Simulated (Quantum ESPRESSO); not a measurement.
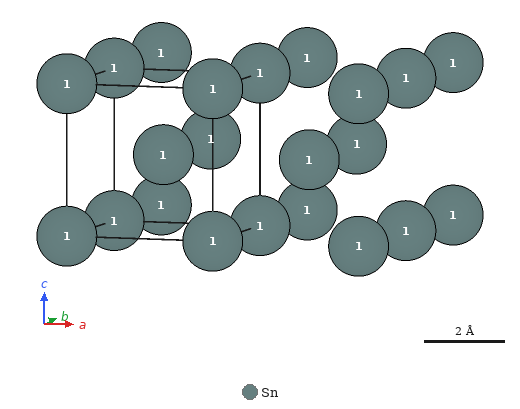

The input geometry (spheres-only view of the cell 2 times as large as that of the calculation, set on its symmetry axes, repeated 2 × 2 × 1, seen slightly off an axis; atoms are numbered from 1 in the order of the input). An atom can appear more than once, as a periodic image.

**Single-point calculation, with input and output: Sn**

System: Sn (Im-3m, 1 atom in the cell).
Method: Kohn-Sham DFT of a periodic cell, PBE, SSSP 1.3 efficiency PBE, no spin polarisation (Quantum ESPRESSO 7.5).

The structure derives from a Materials Project entry. The volume is scaled by 1.06.

Input
```
&CONTROL
  calculation = 'scf'
  prefix = 'pwscf'
  outdir = './tmp'
  pseudo_dir = './pseudo'
  tprnfor = .true.
  tstress = .true.
  disk_io = 'nowf'
/
&SYSTEM
  ibrav = 0
  nat = 1
  ntyp = 1
  ecutwfc = 60
  ecutrho = 480
  nbnd = 13
  occupations = 'smearing'
  smearing = 'fd'
  degauss = 0.00367493
/
&ELECTRONS
  conv_thr = 2d-10
  electron_maxstep = 120
  mixing_beta = 0.5
/
ATOMIC_SPECIES
Sn   118.7100 Sn_pbe_v1.uspp.F.UPF
CELL_PARAMETERS angstrom
  -1.9318112889    1.9318112889    1.9318112889
   1.9318112889   -1.9318112889    1.9318112889
   1.9318112889    1.9318112889   -1.9318112889
ATOMIC_POSITIONS crystal
Sn     0.0000000000    0.0000000000    0.0000000000
K_POINTS automatic
10 10 10 0 0 0
```

Hardware: 1 thread of Intel Xeon (Sapphire Rapids), 16 GiB of memory available, shared host.

Run as:
```bash
OMP_NUM_THREADS=1 pw.x -in pw.in > pw.out
```

What the program printed
```
This program is part of the open-source Quantum ESPRESSO suite
     for quantum simulation of materials; please cite
         "P. Giannozzi et al., J. Phys.:Condens. Matter 21 395502 (2009);
         "P. Giannozzi et al., J. Phys.:Condens. Matter 29 465901 (2017);
         "P. Giannozzi et al., J. Chem. Phys. 152 154105 (2020);
          URL
     in publications or presentations arising from this work. More details at

     Message from routine setup:
     using ibrav=0 with symmetry is DISCOURAGED, use correct ibrav instead

     G-vector sticks info
     --------------------
     sticks:   dense  smooth     PW     G-vecs:    dense   smooth      PW
     Sum        1445     723    261                34521    12215    2587

     Using Slab Decomposition

     bravais-lattice index     =            0
     lattice parameter (alat)  =       6.3230  a.u.
     unit-cell volume          =     194.6035 (a.u.)^3
     number of atoms/cell      =            1
     number of atomic types    =            1
     number of electrons       =        14.00
     number of Kohn-Sham states=           13
     kinetic-energy cutoff     =      60.0000  Ry
     charge density cutoff     =     480.0000  Ry
     scf convergence threshold =      2.0E-10
     mixing beta               =       0.5000
     number of iterations used =            8  plain     mixing
     Exchange-correlation= SLA  PW   PBE  PBE
                           (   1   4   3   4   0   0   0)

     celldm(1)=   6.323015  celldm(2)=   0.000000  celldm(3)=   0.000000
     celldm(4)=   0.000000  celldm(5)=   0.000000  celldm(6)=   0.000000

     crystal axes: (cart. coord. in units of alat)
               a(1) = (  -0.577350   0.577350   0.577350 )
               a(2) = (   0.577350  -0.577350   0.577350 )
               a(3) = (   0.577350   0.577350  -0.577350 )

     reciprocal axes: (cart. coord. in units 2 pi/alat)
               b(1) = ( -0.000000  0.866025  0.866025 )
               b(2) = (  0.866025 -0.000000  0.866025 )
               b(3) = (  0.866025  0.866025  0.000000 )

     PseudoPot. # 1 for Sn read from file:
     Sn_pbe_v1.uspp.F.UPF
     Pseudo is Ultrasoft + core correction, Zval = 14.0
     Generated by new atomic code, or converted to UPF format
     Using radial grid of  891 points,  6 beta functions with:
                l(1) =   0
                l(2) =   0
                l(3) =   1
                l(4) =   1
                l(5) =   2
                l(6) =   2
     Q(r) pseudized with  6 coefficients,  rinner =    1.200   1.200   1.200
                                                       1.200   1.200

     atomic species   valence    mass     pseudopotential
     Sn               14.00   118.71000     Sn( 1.00)

     48 Sym. Ops., with inversion, found

   Cartesian axes

     site n.     atom                  positions (alat units)
         1        Sn     tau(   1) = (   0.0000000   0.0000000   0.0000000  )

     number of k points=    47  Fermi-Dirac smearing, width (Ry)=  0.0037
                       cart. coord. in units 2pi/alat
        k(    1) = (   0.0000000   0.0000000   0.0000000), wk =   0.0020000
        k(    2) = (   0.0866025   0.0866025   0.0000000), wk =   0.0240000
        k(    3) = (   0.1732051   0.1732051   0.0000000), wk =   0.0240000
        k(    4) = (   0.2598076   0.2598076   0.0000000), wk =   0.0240000
        k(    5) = (   0.3464102   0.3464102   0.0000000), wk =   0.0240000
        k(    6) = (  -0.4330127  -0.4330127   0.0000000), wk =   0.0120000
        k(    7) = (   0.1732051   0.0866025   0.0866025), wk =   0.0480000
        k(    8) = (   0.2598076   0.1732051   0.0866025), wk =   0.0960000
        k(    9) = (   0.3464102   0.2598076   0.0866025), wk =   0.0960000
        k(   10) = (   0.4330127   0.3464102   0.0866025), wk =   0.0960000
        k(   11) = (   0.3464102   0.1732051   0.1732051), wk =   0.0480000
        k(   12) = (   0.4330127   0.2598076   0.1732051), wk =   0.0960000
        k(   13) = (   0.5196152   0.3464102   0.1732051), wk =   0.0480000
        k(   14) = (   0.5196152   0.2598076   0.2598076), wk =   0.0480000
        k(   15) = (   0.1732051   0.1732051   0.1732051), wk =   0.0160000
        k(   16) = (   0.2598076   0.2598076   0.1732051), wk =   0.0480000
        k(   17) = (   0.3464102   0.3464102   0.1732051), wk =   0.0480000
        k(   18) = (   0.4330127   0.4330127   0.1732051), wk =   0.0240000
        k(   19) = (   0.0000000   0.0000000   0.1732051), wk =   0.0120000
        k(   20) = (   0.3464102   0.2598076   0.2598076), wk =   0.0480000
        k(   21) = (   0.4330127   0.3464102   0.2598076), wk =   0.0960000
        k(   22) = (   0.0000000  -0.0866025   0.2598076), wk =   0.0480000
        k(   23) = (   0.5196152   0.3464102   0.3464102), wk =   0.0160000
        k(   24) = (  -0.0000000  -0.1732051   0.3464102), wk =   0.0480000
        k(   25) = (   0.0866025  -0.0866025   0.3464102), wk =   0.0480000
        k(   26) = (   0.0000000  -0.2598076   0.4330127), wk =   0.0480000
        k(   27) = (   0.0866025  -0.1732051   0.4330127), wk =   0.0960000
        k(   28) = (  -0.8660254  -0.3464102  -0.3464102), wk =   0.0240000
        k(   29) = (  -0.7794229  -0.2598076  -0.3464102), wk =   0.0960000
        k(   30) = (  -0.6928203  -0.1732051  -0.3464102), wk =   0.0480000
        k(   31) = (  -0.6928203  -0.2598076  -0.2598076), wk =   0.0480000
        k(   32) = (   0.3464102   0.3464102   0.3464102), wk =   0.0160000
        k(   33) = (   0.4330127   0.4330127   0.3464102), wk =   0.0240000
        k(   34) = (   0.0000000   0.0000000   0.3464102), wk =   0.0120000
        k(   35) = (  -0.0000000  -0.0866025   0.4330127), wk =   0.0480000
        k(   36) = (   0.0000000  -0.1732051   0.5196152), wk =   0.0480000
        k(   37) = (   0.0866025  -0.0866025   0.5196152), wk =   0.0480000
        k(   38) = (  -0.8660254  -0.2598076  -0.2598076), wk =   0.0240000
        k(   39) = (  -0.7794229  -0.1732051  -0.2598076), wk =   0.0960000
        k(   40) = (  -0.6928203  -0.1732051  -0.1732051), wk =   0.0160000
        k(   41) = (  -0.0000000  -0.0000000   0.5196152), wk =   0.0120000
        k(   42) = (   0.0000000  -0.0866025   0.6062178), wk =   0.0480000
        k(   43) = (  -0.8660254  -0.1732051  -0.1732051), wk =   0.0240000
        k(   44) = (  -0.7794229  -0.0866025  -0.1732051), wk =   0.0480000
        k(   45) = (   0.0000000   0.0000000   0.6928203), wk =   0.0120000
        k(   46) = (  -0.8660254  -0.0866025  -0.0866025), wk =   0.0240000
        k(   47) = (  -0.8660254  -0.8660254  -0.8660254), wk =   0.0020000

     Dense  grid:    34521 G-vectors     FFT dimensions: (  45,  45,  45)

     Smooth grid:    12215 G-vectors     FFT dimensions: (  32,  32,  32)

     Initial potential from superposition of free atoms

     starting charge      13.0000, renormalised to      14.0000
     Starting wfcs are    9 randomized atomic wfcs +    4 random wfcs

     Self-consistent Calculation

     iteration #  1     ecut=    60.00 Ry     beta= 0.50
     Davidson diagonalization with overlap
     ethr =  1.00E-02,  avg # of iterations =  5.9

     total energy              =    -162.99033782 Ry
     estimated scf accuracy    <       1.10858636 Ry

     iteration #  2     ecut=    60.00 Ry     beta= 0.50
     Davidson diagonalization with overlap
     ethr =  7.92E-03,  avg # of iterations =  2.0

     total energy              =    -163.23406548 Ry
     estimated scf accuracy    <       0.00966206 Ry

     iteration #  3     ecut=    60.00 Ry     beta= 0.50
     Davidson diagonalization with overlap
     ethr =  6.90E-05,  avg # of iterations =  3.5

     total energy              =    -163.23481965 Ry
     estimated scf accuracy    <       0.00177217 Ry

     iteration #  4     ecut=    60.00 Ry     beta= 0.50
     Davidson diagonalization with overlap
     ethr =  1.27E-05,  avg # of iterations =  2.1

     total energy              =    -163.23491781 Ry
     estimated scf accuracy    <       0.00003043 Ry

     iteration #  5     ecut=    60.00 Ry     beta= 0.50
     Davidson diagonalization with overlap
     ethr =  2.17E-07,  avg # of iterations =  3.7

     total energy              =    -163.23493315 Ry
     estimated scf accuracy    <       0.00000320 Ry

     iteration #  6     ecut=    60.00 Ry     beta= 0.50
     Davidson diagonalization with overlap
     ethr =  2.28E-08,  avg # of iterations =  2.0

     total energy              =    -163.23493356 Ry
     estimated scf accuracy    <       0.00000010 Ry

     iteration #  7     ecut=    60.00 Ry     beta= 0.50
     Davidson diagonalization with overlap
     ethr =  7.08E-10,  avg # of iterations =  2.0

     total energy              =    -163.23493360 Ry
     estimated scf accuracy    <          1.7E-09 Ry

     iteration #  8     ecut=    60.00 Ry     beta= 0.50
     Davidson diagonalization with overlap
     ethr =  1.21E-11,  avg # of iterations =  2.6

     total energy              =    -163.23493360 Ry
     estimated scf accuracy    <          1.5E-09 Ry

     iteration #  9     ecut=    60.00 Ry     beta= 0.50
     Davidson diagonalization with overlap
     ethr =  1.05E-11,  avg # of iterations =  2.0

     End of self-consistent calculation

          k = 0.0000 0.0000 0.0000 (  1505 PWs)   bands (ev):

   -11.5104 -11.5104 -11.5104 -11.3958 -11.3958  -0.6336  17.4724  17.4724
    17.4724  22.2084  22.2084  22.2085  22.3140

          k = 0.0866 0.0866 0.0000 (  1513 PWs)   bands (ev):

   -11.5139 -11.5049 -11.4931 -11.3997 -11.3963  -0.4265  15.8605  16.7594
    17.2327  20.4220  20.7304  21.7835  23.0542

          k = 0.1732 0.1732 0.0000 (  1515 PWs)   bands (ev):

   -11.5231 -11.4932 -11.4476 -11.4080 -11.3978   0.1944  12.9099  15.4982
    16.6174  19.1520  19.5602  21.8580  23.5539

          k = 0.2598 0.2598 0.0000 (  1527 PWs)   bands (ev):

   -11.5344 -11.4869 -11.4111 -11.3994 -11.3906   1.2210   9.9730  14.4057
    15.9379  18.3064  18.7361  22.6346  24.2784

          k = 0.3464 0.3464 0.0000 (  1536 PWs)   bands (ev):

   -11.5436 -11.4902 -11.4058 -11.4008 -11.3440   2.5946   7.4020  13.6976
    15.4543  17.8180  18.2468  23.8238  25.2245

          k =-0.4330-0.4330 0.0000 (  1524 PWs)   bands (ev):

   -11.5471 -11.4932 -11.4023 -11.4013 -11.3260   3.6814   5.9098  13.4540
    15.2829  17.6584  18.0847  24.6514  25.9092

          k = 0.1732 0.0866 0.0866 (  1515 PWs)   bands (ev):

   -11.5146 -11.5026 -11.4608 -11.4061 -11.3974  -0.0124  14.0221  15.4059
    16.4607  20.0316  20.1660  21.8603  23.3657

          k = 0.2598 0.1732 0.0866 (  1531 PWs)   bands (ev):

   -11.5227 -11.4909 -11.4149 -11.4116 -11.3988   0.8123  11.4122  13.8600
    15.6382  19.2252  20.2430  21.7489  25.0326

          k = 0.3464 0.2598 0.0866 (  1527 PWs)   bands (ev):

   -11.5324 -11.4849 -11.4113 -11.4020 -11.3658   2.0229   8.7351  12.8896
    14.9808  18.5942  20.0846  22.3074  25.8192

          k = 0.4330 0.3464 0.0866 (  1530 PWs)   bands (ev):

   -11.5384 -11.4865 -11.4050 -11.4031 -11.3372   3.4361   6.5460  12.4069
    14.6262  18.2738  19.8623  23.5373  25.3366

          k = 0.3464 0.1732 0.1732 (  1522 PWs)   bands (ev):

   -11.5213 -11.4815 -11.4154 -11.4056 -11.3774   1.8256   9.8508  11.6348
    14.8350  19.6363  20.3405  23.3833  24.7389

          k = 0.4330 0.2598 0.1732 (  1534 PWs)   bands (ev):

   -11.5239 -11.4702 -11.4113 -11.4080 -11.3577   3.1548   7.8797  10.4714
    14.3186  19.4320  21.2653  23.4665  25.1077

          k = 0.5196 0.3464 0.1732 (  1532 PWs)   bands (ev):

   -11.5252 -11.4671 -11.4134 -11.4016 -11.3523   4.1451   6.5882  10.1571
    14.1397  19.2957  22.2243  23.5439  23.6414

          k = 0.5196 0.2598 0.2598 (  1524 PWs)   bands (ev):

   -11.5192 -11.4473 -11.4238 -11.3959 -11.3694   4.3166   7.4614   8.5552
    13.9867  20.3759  21.4461  23.0322  26.5771

          k = 0.1732 0.1732 0.1732 (  1520 PWs)   bands (ev):

   -11.5119 -11.5119 -11.4186 -11.4034 -11.4034   0.6068  12.1789  14.3721
    14.3721  21.0199  21.0199  23.3951  23.8536

          k = 0.2598 0.2598 0.1732 (  1528 PWs)   bands (ev):

   -11.5218 -11.4963 -11.4081 -11.4016 -11.3819   1.6240  10.0172  12.5430
    13.5063  21.1414  21.4558  23.4419  24.5979

          k = 0.3464 0.3464 0.1732 (  1538 PWs)   bands (ev):

   -11.5288 -11.4830 -11.4055 -11.4010 -11.3596   2.9648   7.7357  11.6148
    12.9577  20.7902  21.3295  24.3878  25.5737

          k = 0.4330 0.4330 0.1732 (  1534 PWs)   bands (ev):

   -11.5313 -11.4792 -11.4016 -11.4010 -11.3529   3.9792   6.3737  11.3296
    12.7711  20.6467  21.2250  25.2150  26.3009

          k = 0.0000 0.0000 0.1732 (  1521 PWs)   bands (ev):

   -11.4987 -11.4987 -11.4943 -11.4076 -11.3948  -0.2196  15.6079  16.0153
    16.0153  19.5436  21.3322  21.3322  22.5945

          k = 0.3464 0.2598 0.2598 (  1532 PWs)   bands (ev):

   -11.5154 -11.4857 -11.4058 -11.4031 -11.3711   2.7876   8.7363  10.6969
    12.3468  22.2155  22.9091  24.5976  25.5139

          k = 0.4330 0.3464 0.2598 (  1534 PWs)   bands (ev):

   -11.5148 -11.4642 -11.4050 -11.4022 -11.3775   4.0543   7.3250   9.6663
    11.9086  22.3052  23.8672  24.9277  26.1228

          k = 0.0000-0.0866 0.2598 (  1520 PWs)   bands (ev):

   -11.5054 -11.4848 -11.4502 -11.4191 -11.3977   0.4007  13.0076  14.7581
    15.5074  18.7291  20.6106  21.0532  24.3257

          k = 0.5196 0.3464 0.3464 (  1529 PWs)   bands (ev):

   -11.5090 -11.4284 -11.4284 -11.3964 -11.3964   4.6260   7.9422   7.9422
    11.6502  23.2719  24.5938  24.5938  27.9768

          k =-0.0000-0.1732 0.3464 (  1529 PWs)   bands (ev):

   -11.5161 -11.4778 -11.4222 -11.4032 -11.3928   1.4250  10.1402  13.6908
    14.9457  18.7660  19.7867  20.7664  26.5030

          k = 0.0866-0.0866 0.3464 (  1524 PWs)   bands (ev):

   -11.4999 -11.4719 -11.4292 -11.4148 -11.4023   1.2221  11.3644  12.7893
    15.1707  18.1311  19.9072  22.6983  24.2292

          k = 0.0000-0.2598 0.4330 (  1523 PWs)   bands (ev):

   -11.5248 -11.4830 -11.4152 -11.4067 -11.3458   2.7921   7.5990  13.0033
    14.5051  18.8081  19.2789  21.3663  24.7386

          k = 0.0866-0.1732 0.4330 (  1527 PWs)   bands (ev):

   -11.5045 -11.4699 -11.4234 -11.4142 -11.3670   2.4232   9.0500  11.5707
    14.9267  18.3596  19.5022  22.6337  24.4237

          k =-0.8660-0.3464-0.3464 (  1524 PWs)   bands (ev):

   -11.5281 -11.4868 -11.4133 -11.4057 -11.3276   3.8652   6.1265  12.7671
    14.3461  18.7708  19.1091  22.4761  23.1810

          k =-0.7794-0.2598-0.3464 (  1522 PWs)   bands (ev):

   -11.5088 -11.4749 -11.4260 -11.4058 -11.3394   3.8104   6.9536  11.0606
    14.7052  18.4849  20.1826  22.0289  22.7237

          k =-0.6928-0.1732-0.3464 (  1535 PWs)   bands (ev):

   -11.5003 -11.4641 -11.4330 -11.4017 -11.3536   3.7085   8.0728   9.5263
    15.1851  18.6461  19.1069  22.0299  25.5278

          k =-0.6928-0.2598-0.2598 (  1522 PWs)   bands (ev):

   -11.4994 -11.4607 -11.4427 -11.3861 -11.3536   4.6112   7.2169   8.8786
    15.2387  18.7922  19.8261  20.3777  25.7575

          k = 0.3464 0.3464 0.3464 (  1535 PWs)   bands (ev):

   -11.4856 -11.4856 -11.4016 -11.4016 -11.3911   3.9539   8.0287  10.1092
    10.1092  24.9759  24.9759  26.3368  26.7569

          k = 0.4330 0.4330 0.3464 (  1532 PWs)   bands (ev):

   -11.4849 -11.4564 -11.4170 -11.4006 -11.4006   4.6564   7.7338   9.0949
     9.9101  25.5133  25.6594  27.1148  27.3007

          k = 0.0000 0.0000 0.3464 (  1529 PWs)   bands (ev):

   -11.4639 -11.4639 -11.4522 -11.4389 -11.4060   1.0179  12.9871  13.5160
    13.5160  17.0475  22.4714  22.4714  23.4486

          k =-0.0000-0.0866 0.4330 (  1514 PWs)   bands (ev):

   -11.4679 -11.4629 -11.4363 -11.4190 -11.3985   2.0340  10.6023  12.4674
    13.3014  16.7083  22.0226  22.3761  24.0638

          k = 0.0000-0.1732 0.5196 (  1516 PWs)   bands (ev):

   -11.4768 -11.4750 -11.4390 -11.4103 -11.3504   3.3804   8.1720  11.7941
    13.1064  17.4930  21.2745  21.5052  22.4332

          k = 0.0866-0.0866 0.5196 (  1521 PWs)   bands (ev):

   -11.4749 -11.4590 -11.4406 -11.4091 -11.3670   3.2119   9.3984  10.7046
    13.4029  16.3706  21.0963  21.8381  24.8838

          k =-0.8660-0.2598-0.2598 (  1522 PWs)   bands (ev):

   -11.4820 -11.4778 -11.4445 -11.4030 -11.3319   4.4141   6.7607  11.5631
    13.0057  18.4198  20.0158  21.3285  22.1252

          k =-0.7794-0.1732-0.2598 (  1524 PWs)   bands (ev):

   -11.4816 -11.4618 -11.4549 -11.3878 -11.3434   4.5401   7.7219   9.9124
    13.5684  17.0911  19.1591  21.3215  25.0064

          k =-0.6928-0.1732-0.1732 (  1538 PWs)   bands (ev):

   -11.4759 -11.4759 -11.4538 -11.3577 -11.3577   5.2116   8.2048   8.2048
    14.0736  17.5703  17.5703  21.1384  28.4804

          k =-0.0000-0.0000 0.5196 (  1529 PWs)   bands (ev):

   -11.4785 -11.4462 -11.4124 -11.4124 -11.4005   3.0316  11.0402  11.4265
    11.4265  15.2833  21.1404  24.6670  24.6678

          k = 0.0000-0.0866 0.6062 (  1532 PWs)   bands (ev):

   -11.4932 -11.4707 -11.4127 -11.3885 -11.3562   4.3386   9.0471  10.7568
    11.6571  15.2892  18.7211  24.2377  24.8997

          k =-0.8660-0.1732-0.1732 (  1518 PWs)   bands (ev):

   -11.4969 -11.4823 -11.4148 -11.3792 -11.3372   5.3091   7.7540  10.5270
    11.7503  16.0647  17.2091  24.0535  24.7801

          k =-0.7794-0.0866-0.1732 (  1527 PWs)   bands (ev):

   -11.5016 -11.4924 -11.4019 -11.3618 -11.3453   5.5418   8.5857   9.3848
    11.9879  15.3031  16.6440  24.1691  27.8350

          k = 0.0000 0.0000 0.6928 (  1525 PWs)   bands (ev):

   -11.5112 -11.4990 -11.3635 -11.3635 -11.3589   5.5745   9.9239  10.0876
    10.0876  14.2391  16.3701  26.8908  27.6192

          k =-0.8660-0.0866-0.0866 (  1514 PWs)   bands (ev):

   -11.5159 -11.5124 -11.3630 -11.3534 -11.3414   6.4513   8.9329   9.8576
    10.4695  14.4316  14.9479  26.9540  27.9383

          k =-0.8660-0.8660-0.8660 (  1566 PWs)   bands (ev):

   -11.5238 -11.5238 -11.3430 -11.3430 -11.3430   7.2300   9.6275   9.6275
     9.6275  13.8940  13.8940  28.4647  28.7097

     the Fermi energy is     9.9947 ev

!    total energy              =    -163.23493360 Ry
     estimated scf accuracy    <          1.5E-12 Ry
     smearing contrib. (-TS)   =      -0.00058927 Ry
     internal energy E=F+TS    =    -163.23434433 Ry

     The total energy is F=E-TS. E is the sum of the following terms:
     one-electron contribution =     -55.96001426 Ry
     hartree contribution      =      37.95412647 Ry
     xc contribution           =     -47.53343687 Ry
     ewald contribution        =     -97.69501966 Ry

     convergence has been achieved in   9 iterations

     Forces acting on atoms (cartesian axes, Ry/au):

     atom    1 type  1   force =     0.00000000    0.00000000    0.00000000

     Total force =     0.000000     Total SCF correction =     0.000000

     Computing stress (Cartesian axis) and pressure

          total   stress  (Ry/bohr**3)                   (kbar)     P=      -17.25
  -0.00011723  -0.00000000  -0.00000000          -17.25       -0.00       -0.00
  -0.00000000  -0.00011723  -0.00000000           -0.00      -17.25       -0.00
  -0.00000000  -0.00000000  -0.00011723           -0.00       -0.00      -17.25

=------------------------------------------------------------------------------=
   JOB DONE.
=------------------------------------------------------------------------------=
```

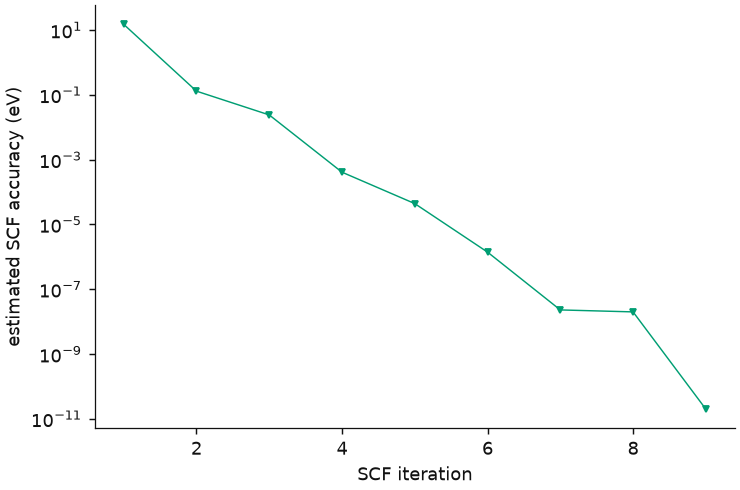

Convergence of the self-consistent field: estimated SCF accuracy against the iteration. The field takes 9 iterations in all.

Summary

| quantity | value |
| --- | --- |
| outcome | converged |
| space group (tolerance 0.01 Å) | Im-3m (229) |
| electrons treated | 14 |
| free energy | −2220.9244 eV |
| Fermi energy | 9.995 eV |
| gap on the k-point mesh | none (metallic) |
| pressure | −1.72 GPa |
| largest force (length of the vector) | under 0.001 eV/Å |
| wall time | 14 s |
| peak memory | 0.16 GiB |
